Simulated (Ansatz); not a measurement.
# Two runs on BN

System: BN (P6₃mc, 4 atoms in the cell).
Method of run 1: DFT PBE, scalar-relativistic, plane waves, PAW, no spin polarisation (Ansatz 0.2.0).

The structure derives from a Materials Project entry. Text and figures count atoms from 1; the logs count them from 0 in places.

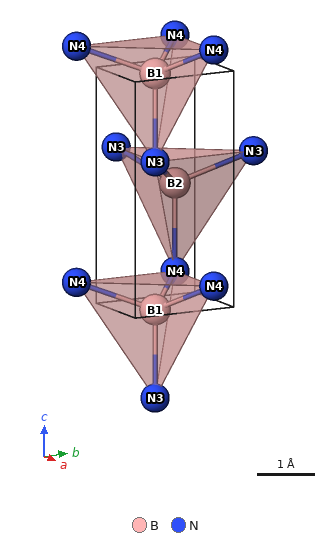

Fig. 1: The structure (polyhedral view of the cell of the calculation, seen slightly off an axis; polyhedra are completed across the faces of the cell; atoms are numbered from 1 in the order of the input). An atom can appear more than once, as a periodic image.

## The input, run 1
```yaml
crystal:
  lattice:
    - [2.5162613945, 0.0, 0.0]
    - [-1.2581306973, 2.1791462902, 0.0]
    - [0.0, 0.0, 4.2245145352]
  atoms:
    - { symbol: B, position: [0.6666666667, 0.3333333333, 0.9998058547] }
    - { symbol: B, position: [0.3333333333, 0.6666666667, 0.4998058547] }
    - { symbol: "N", position: [0.6666666667, 0.3333333333, 0.6251941453] }
    - { symbol: "N", position: [0.3333333333, 0.6666666667, 0.1251941453] }
basis:
  ecutwfc: 420
kpoints:
  mp_grid: { grid: [12, 12, 6] }
hamiltonian:
  xc: pbe
scf:
  occupations: { method: gaussian, width: 0.05 }
output:
  forces: true
  stress: true
  eigenvalues: true
```

Command:
```bash
ansatz run input.yaml --threads 2 --pin off --max-ram 5120MiB --backend cpu --events-out ev --progress --plain --runs-dir out
```

Hardware: 2 threads of Intel Xeon @ 2.50GHz (Skylake/Cascade Lake), 192 GiB of memory available, shared host.

## Output, shortened to warnings, some set-up lines, iterations and results (run 1)
```
Basis set: ecut = 420 eV, 441 PW (Γ), exchange–correlation on 36×36×60 points (8 copies of the dense FFT grid, shifted against one another)
Symmetry: 12 space group operations
k-points: 76 of 864 (time reversal used)
Initial density: superposition of atomic densities (neutral atoms: chi_scale 0, normalization atom), corrected by the library's trained network
[...]
SCF iter   1: F=—  HF=-1084.445910 eV  |F-HF|=—  |Δ(HF+E_count)|=         —  Δρ=3.26e-3  dr2=1.26e-3  ethr=1.77e-3  ⟨swp⟩=5.6  Hψ=4897  notcnv=0
SCF iter   2: F=—  HF=-1084.446075 eV  |F-HF|=—  |Δ(HF+E_count)|=   1.65e-4  Δρ=1.12e-3  dr2=1.41e-4  ethr=7.87e-6  ⟨swp⟩=2.4  Hψ=2064  notcnv=0
SCF iter   3: F=—  HF=-1084.446209 eV  |F-HF|=—  |Δ(HF+E_count)|=   1.34e-4  Δρ=5.53e-4  dr2=2.04e-5  ethr=8.79e-7  ⟨swp⟩=2.9  Hψ=1623  notcnv=0
SCF iter   4: F=—  HF=-1084.446269 eV  |F-HF|=—  |Δ(HF+E_count)|=   5.97e-5  Δρ=2.39e-4  dr2=4.30e-6  ethr=1.27e-7  ⟨swp⟩=2.6  Hψ=1482  notcnv=0
SCF iter   5: F=—  HF=-1084.446280 eV  |F-HF|=—  |Δ(HF+E_count)|=   1.11e-5  Δρ=5.22e-5  dr2=2.03e-7  ethr=2.69e-8  ⟨swp⟩=2.4  Hψ=1483  notcnv=0
SCF iter   6: F=-1084.446281 eV  HF=-1084.446281 eV  |F-HF|=7.14e-9  |Δ(HF+E_count)|=   5.83e-7  Δρ=6.15e-6  dr2=2.69e-9  ethr=6.25e-10  ⟨swp⟩=5.0  Hψ=4268  notcnv=0
SCF 1 converged in 6 iterations: F = -1084.446281 eV  dr2 = 2.69e-9
SCF converged after 6 iterations
Free energy (F): -1084.446281 eV
Harris-Foulkes:  -1084.446281 eV  (|F-HF|=7.14e-9)
Internal energy: -1084.446281 eV  (E = F + TS)
E sigma→0 (E₀):  -1084.446281 eV
Fermi energy:    14.237405 eV
--- Per-component energies (eV) ---
  E_band       = 56.396717
  E_kinetic    = 373.752595
  E_local      = -348.612339  (includes V_loc(G=0)·N_el)
  E_nonlocal   = 113.581323
  E_hartree    = 98.068248
  E_xc         = -187.532430
  E_vxc        = -233.301889  (∫ρ·V_xc dr)
  E_paw        = -413.148211  (= ΣΔE_a)
  E_vpaw       = -45.159578  (= ΣTr[D̂ρ^β])
  E_aug_tail   = 0.000201  (compensation charges beyond the density's cutoff)
  E_ewald      = -720.555669
  E_smearing   = -0.000000  (= −TS)
  E_closure    = -0.000000  (closes the sum)
  Σ components = -1084.446281   (vs F -1084.446281, Δ=0.00e0)
--- Forces (eV/Å), atoms counted from 1 ---
  atom   1  B      0.00000000    -0.00000000    -0.04355836
  atom   2  B     -0.00000000     0.00000000    -0.04355836
  atom   3  N     -0.00000000     0.00000000     0.04355701
  atom   4  N      0.00000000    -0.00000000     0.04355701
  max |Σ_I F_I| component: 2.70e-6 eV/Å
--- Stress (GPa, compression-positive) ---
       16.967353      -0.000000      -0.000000
       -0.000000      16.967353      -0.000000
       -0.000000      -0.000000       1.854023
  P = ⅓ Tr σ = 11.9296 GPa (119.296 kbar)
```

For run 2 the input was changed thus:
```diff
-    - [0.0, 0.0, 4.2245145352]
+    - [0.0, 0.0, 4.1611468172]
```

What does this change do to the results?

With the same functional and potentials, run 2 lies 5.4 meV per atom higher. The pressure goes from 11.93 to 18.30 GPa. The volume per atom goes from 5.79 to 5.70 Å³. The number of SCF iterations is the same. The plane waves at Γ go from 441 to 427.

## Output, shortened to warnings, some set-up lines, iterations and results (run 2)
```
Basis set: ecut = 420 eV, 427 PW (Γ), exchange–correlation on 36×36×60 points (8 copies of the dense FFT grid, shifted against one another)
Symmetry: 12 space group operations
k-points: 76 of 864 (time reversal used)
Initial density: superposition of atomic densities (neutral atoms: chi_scale 0, normalization atom), corrected by the library's trained network
[...]
SCF iter   1: F=—  HF=-1084.424118 eV  |F-HF|=—  |Δ(HF+E_count)|=         —  Δρ=3.43e-3  dr2=1.37e-3  ethr=1.77e-3  ⟨swp⟩=5.7  Hψ=4938  notcnv=0
SCF iter   2: F=—  HF=-1084.424296 eV  |F-HF|=—  |Δ(HF+E_count)|=   1.78e-4  Δρ=1.18e-3  dr2=1.53e-4  ethr=8.56e-6  ⟨swp⟩=2.5  Hψ=2057  notcnv=0
SCF iter   3: F=—  HF=-1084.424449 eV  |F-HF|=—  |Δ(HF+E_count)|=   1.53e-4  Δρ=5.70e-4  dr2=2.19e-5  ethr=9.58e-7  ⟨swp⟩=2.9  Hψ=1635  notcnv=0
SCF iter   4: F=—  HF=-1084.424511 eV  |F-HF|=—  |Δ(HF+E_count)|=   6.22e-5  Δρ=6.70e-5  dr2=4.89e-7  ethr=1.37e-7  ⟨swp⟩=2.0  Hψ=1465  notcnv=0
SCF iter   5: F=-1084.424512 eV  HF=-1084.424512 eV  |F-HF|=8.35e-9  |Δ(HF+E_count)|=   8.55e-7  Δρ=8.44e-6  dr2=7.84e-9  ethr=3.06e-9  ⟨swp⟩=2.0  Hψ=1516  notcnv=0
SCF iter   6: F=-1084.424512 eV  HF=-1084.424512 eV  |F-HF|=3.02e-10  |Δ(HF+E_count)|=   1.10e-8  Δρ=9.68e-7  dr2=7.14e-11  ethr=4.90e-11  ⟨swp⟩=1.5  Hψ=2746  notcnv=0
SCF 1 converged in 6 iterations: F = -1084.424512 eV  dr2 = 7.14e-11
SCF converged after 6 iterations
Free energy (F): -1084.424512 eV
Harris-Foulkes:  -1084.424512 eV  (|F-HF|=3.02e-10)
Internal energy: -1084.424512 eV  (E = F + TS)
E sigma→0 (E₀):  -1084.424512 eV
Fermi energy:    14.491192 eV
--- Per-component energies (eV) ---
  E_band       = 59.155342
  E_kinetic    = 375.597433
  E_local      = -345.676015  (includes V_loc(G=0)·N_el)
  E_nonlocal   = 113.851128
  E_hartree    = 97.323362
  E_xc         = -187.988858
  E_vxc        = -233.900810  (∫ρ·V_xc dr)
  E_paw        = -413.331763  (= ΣΔE_a)
  E_vpaw       = -45.363294  (= ΣTr[D̂ρ^β])
  E_aug_tail   = 0.000198  (compensation charges beyond the density's cutoff)
  E_ewald      = -724.199996
  E_smearing   = -0.000000  (= −TS)
  E_closure    = -0.000000  (closes the sum)
  Σ components = -1084.424512   (vs F -1084.424512, Δ=0.00e0)
--- Forces (eV/Å), atoms counted from 1 ---
  atom   1  B      0.00000000     0.00000000    -0.03475033
  atom   2  B     -0.00000000    -0.00000000    -0.03475033
  atom   3  N     -0.00000000     0.00000000     0.03475157
  atom   4  N      0.00000000     0.00000000     0.03475157
  max |Σ_I F_I| component: 2.48e-6 eV/Å
--- Stress (GPa, compression-positive) ---
       18.209559       0.000000       0.000000
        0.000000      18.209559       0.000000
       -0.000000       0.000000      18.479865
  P = ⅓ Tr σ = 18.2997 GPa (182.997 kbar)
```

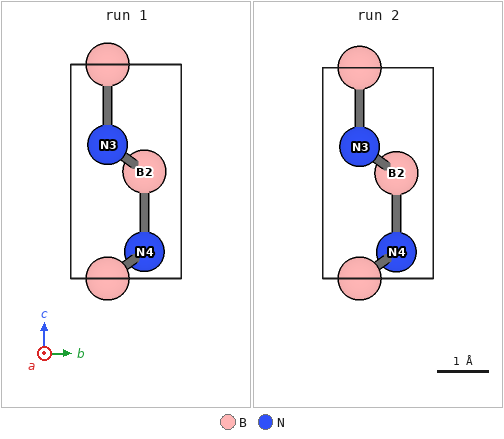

Fig. 2: The two input geometries at one scale (ball-and-stick view of the cell of the calculation, along the a axis). The atoms keep their places relative to the cell (all moves are under 0.005 Å). Cell: a = b stay at 2.516 Å, c 4.225 → 4.161 Å (−1.5 %). Volume −1.5 %. Among the contacts that change: B–N 1.583 → 1.559 Å.

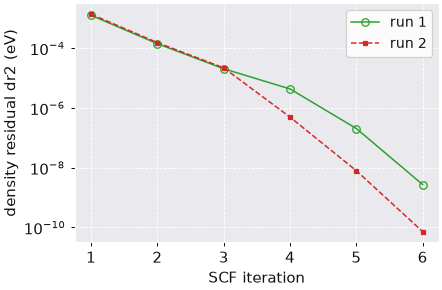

Fig. 3: Convergence of the two runs: density residual dr2 against the SCF iteration. Run 1 takes 6 iterations in all, and run 2 takes 6.

## The two runs side by side

```tsv
quantity	run 1	run 2
outcome	converged	converged
free energy per atom (eV)	−271.1116	−271.1061
gap on the mesh (eV)	5.12	5.15
pressure (GPa)	11.93	18.30
volume per atom (Å³)	5.79	5.70
largest force (eV/Å)	0.044	0.035
SCF iterations	6	6
irreducible k-points	76	76
plane waves at Γ	441	427
wall time (shared host)	1.5 s	1.3 s
```

For run 2: The cell is under a pressure of 18.3 GPa at this level, so it is not at its equilibrium volume.
